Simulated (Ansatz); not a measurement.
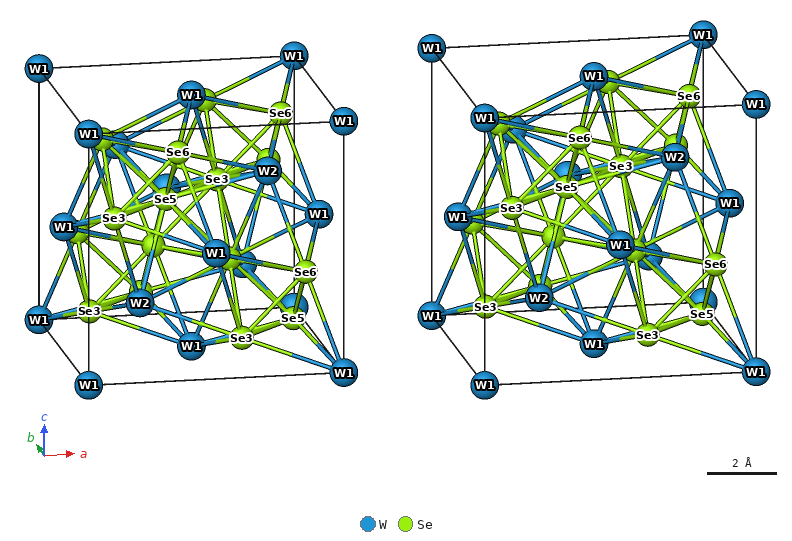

Two geometries of a crystal of WSe2 (built on the cubic Laves (C15)_227 type) (coarse preliminary run), drawn at one scale. One is the start of a relaxation, the other its converged end. Style: ball-and-stick. Shown: the conventional cell (4 times the calculation's cell), slightly off an axis. Lengths and directions refer to the drawn axes.

The calculation used Ansatz, DFT PBE, scalar-relativistic, plane waves, PAW. Settings: plane-wave cutoff 420 eV; k-point mesh 4 × 4 × 4; occupations gaussian; smearing width 0.1 eV; no spin polarisation; cell and atoms relaxed; force threshold 0.04 eV/Å; at most 70 steps.

Q: Which one is relaxed?

A: The left one is the relaxed one. Case: cubic Laves (C15) type (Fd-3m, No. 227). The energy falls by 1.070 eV per cell of the calculation in 3 accepted moves (4 points after the start). All forces vanish by symmetry, so only the cell relaxes. The pressure goes from −12.83 to −0.02 GPa. The SCF was repeated once at an unchanged geometry on a basis and grid sized afresh for the cell, which shifted the energy by 2.9 meV per cell of the calculation at most. No atom moves by more than 0.005 Å relative to the cell. Cell: a = b = c 8.079 → 7.594 Å (−6.0 %). Volume −16.9 %. Some distances before and after: Se–W 3.349 → 3.148 Å, Se–Se 2.856 → 2.685 Å. The space group stays Fd-3m (No. 227).
